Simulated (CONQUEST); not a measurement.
# Cu: 7 runs along one coordinate

System: Cu (2 atoms in the cell).
Method: Kohn-Sham DFT of a periodic cell, PBE, PseudoDojo NC PBE, no spin polarisation (CONQUEST 1.3).

The 7 runs differ only in the geometry, by an even scaling of the cell at fixed fractional positions. The structure derives from a Materials Project entry.

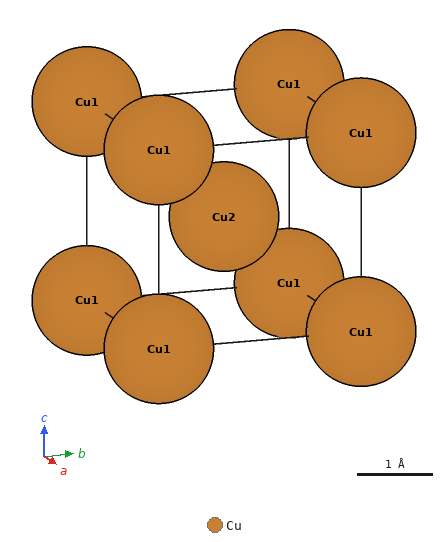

Figure 1. The structure of run 4 (spheres-only view of the cell of the calculation, set on other vectors, seen slightly off an axis; atoms are numbered from 1 in the order of the input).

### Input of run 4
```
IO.Title Cu
IO.Coordinates coords.dat
IO.FractionalAtomicCoords T
IO.Iprint 2
IO.Iprint_init 1
General.NumberOfSpecies 1
General.PseudopotentialType hamann
AtomMove.TypeOfRun static
AtomMove.FullStress T
Grid.PointsAlongX 32
Grid.PointsAlongY 32
Grid.PointsAlongZ 32
DM.SolutionMethod diagon
Diag.MPMesh T
Diag.GammaCentred T
Diag.MPMeshX 7
Diag.MPMeshY 7
Diag.MPMeshZ 7
Diag.kT 0.00183747
minE.SCTolerance 1e-6
SC.MaxIters 100
IO.AtomChargeOutput T
%block ChemicalSpeciesLabel
1 63.550 Cu
%endblock
```

Command:
```bash
Conquest
```

Lattice vectors (Å) and fractional positions of run 4:
```
   2.752163    0.000000    0.000000
   0.000000    2.885587    0.000000
   0.000000    0.000000    2.885587
Cu  0.000000  0.000000  0.000000
Cu  0.500000  0.500000  0.500000
```

Run 5 has the same physical settings and fractional positions; its lattice vectors (Å) are:
```
   2.770390    0.000000    0.000000
   0.000000    2.904697    0.000000
   0.000000    0.000000    2.904697
```

### Results, with one run withheld

```tsv
run	volume per atom (Å³)	free energy per atom, from the lowest run given (meV)	pressure (GPa)
1	10.771	71.56	19.68
2	11.000	46.75	15.18
3	11.229	27.74	10.94
4	11.458	14.01	7.74
5	11.687	?	?
6	11.916	1.06	1.79
7	12.146	0.00	−0.39
```

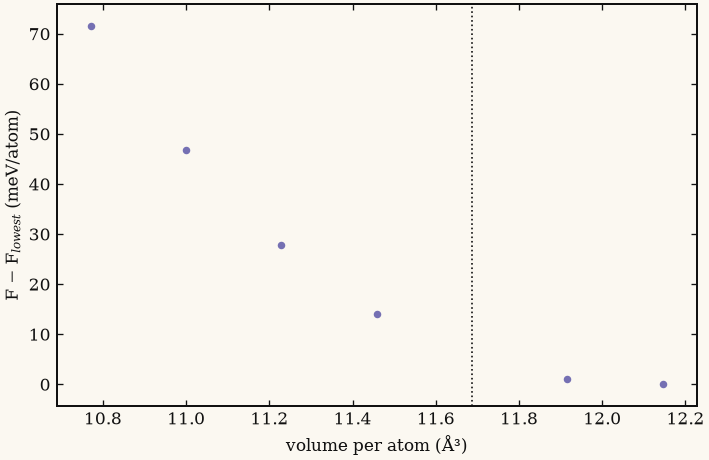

Figure 2. Free energy per atom of the runs given; the dotted line marks run 5.

Estimate the energy of run 5 from the others.

A cubic polynomial in V^(−2/3) (the Birch–Murnaghan form), fitted to the 6 runs given, misses them by at most 0.18 meV per atom. With x = V^(−2/3) − 0.19739 Å⁻², it reads F = 16.995 + 4619.9 x + 3.2149e+05 x² + 1.1303e+06 x³ (meV per atom). At run 5 it gives 5.43 meV per atom, and the run itself gives 4.96. The slope of the fit gives a pressure −dF/dV of 4.59 GPa there, and the run prints 4.99 GPa. The two needn't agree exactly: the fit is approximate, and the printed stress is taken on a finite basis. The fit has its minimum at 12.083 Å³ per atom, where V d²F/dV² gives 126 GPa. Cell shape and fractional positions are held, so this is the stiffness under even scaling; the relaxed bulk modulus wasn't computed.

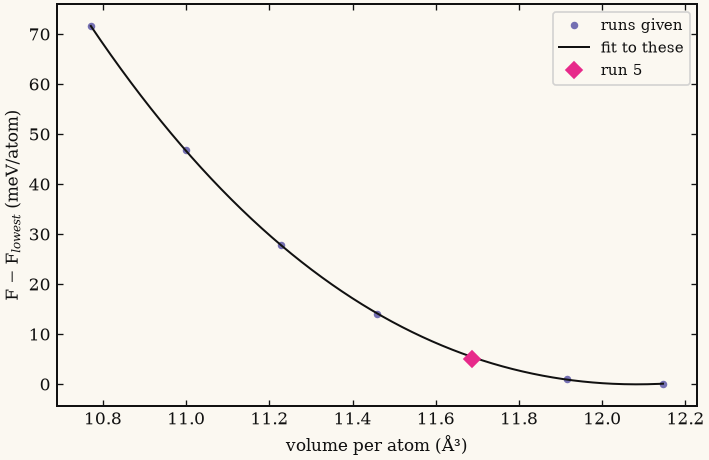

Figure 3. The fit and the withheld run.

### Some lines of the output (run 5)
```
[...]
          DFT Total Energy                 :      -379.171286244042619 Ha
          Free Energy (E-TS)               :      -379.195976148101010 Ha
          DFT Total Energy                 :      -379.195358933682201 Ha
          Free Energy (E-TS)               :      -379.195893898673432 Ha
          DFT Total Energy                 :      -379.195425246688728 Ha
          Free Energy (E-TS)               :      -379.195877469986272 Ha
          DFT Total Energy                 :      -379.195450410675676 Ha
          Free Energy (E-TS)               :      -379.195877705894247 Ha
          DFT Total Energy                 :      -379.195450761501093 Ha
          Free Energy (E-TS)               :      -379.195877743585186 Ha
          DFT Total Energy                 :      -379.195450744060338 Ha
      | Free Energy as E-TS      =      -379.195877743585186 Ha
      |* DFT total energy        =      -379.195450744060338 Ha
    force: Average pressure:      4.98722990 GPa
```

Notes: With a small basis of atomic orbitals these values can differ much from converged plane-wave results.
